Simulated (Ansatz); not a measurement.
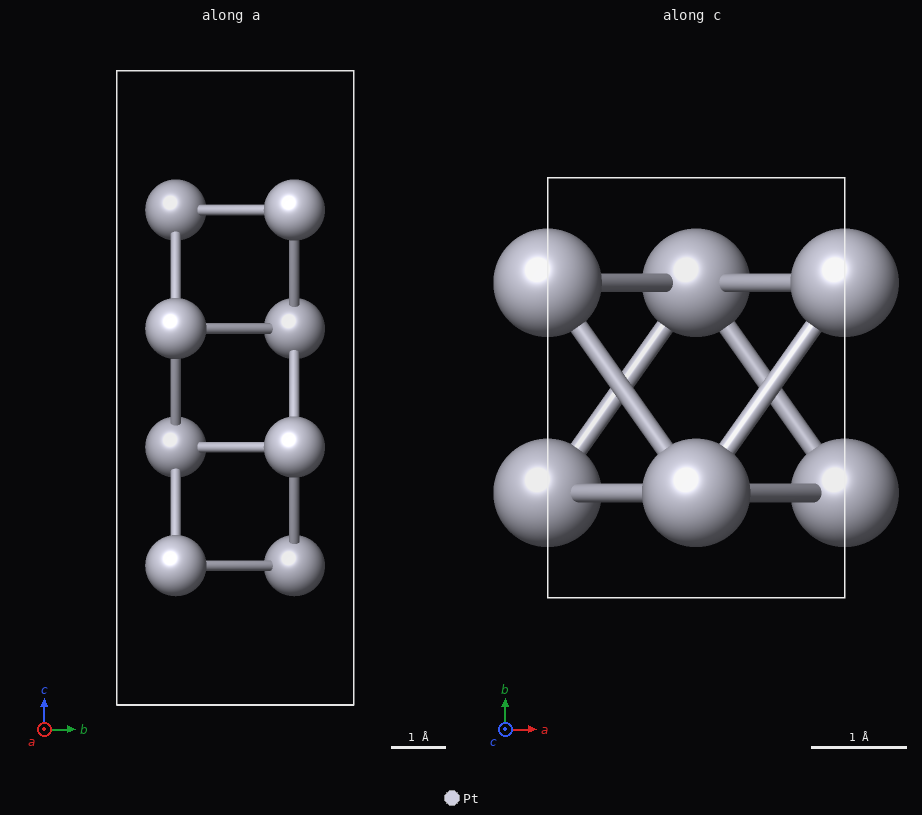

An orthographic ball-and-stick view of the structure, along the a axis and along the c axis. Thin lines show the conventional unit cell, with boundary atoms drawn in all their periodic places.

Pt, space group Cmme (No. 67), a = 3.14 Å, b = 4.44 Å, c = 11.88 Å, α = 90.00°, β = 90.00°, γ = 90.00°.

Method used: Ansatz 0.2.0, DFT r2SCAN, scalar-relativistic, plane waves, PAW. It ran with plane-wave cutoff 500 eV, k-points about 0.11 Å⁻¹ apart, Gaussian smearing of 0.15 eV, no spin polarisation.

**Is it conducting or gapped at this level?**

A metal: bands cross the Fermi level.

**Give the pressure and its sign.**

The computed pressure is -6.0 GPa (stretched: it would shrink). The stress isn't hydrostatic: its largest component is 9.5 GPa.

The cell started as a structure listed in the Materials Project. The cell was then strained or its atoms displaced on purpose. It was the input of a calculation with Ansatz.

At this level of theory the run's own cell isn't at rest (stretched, at -6 GPa), so its distances can differ from those at equilibrium, the more so the softer the solid.
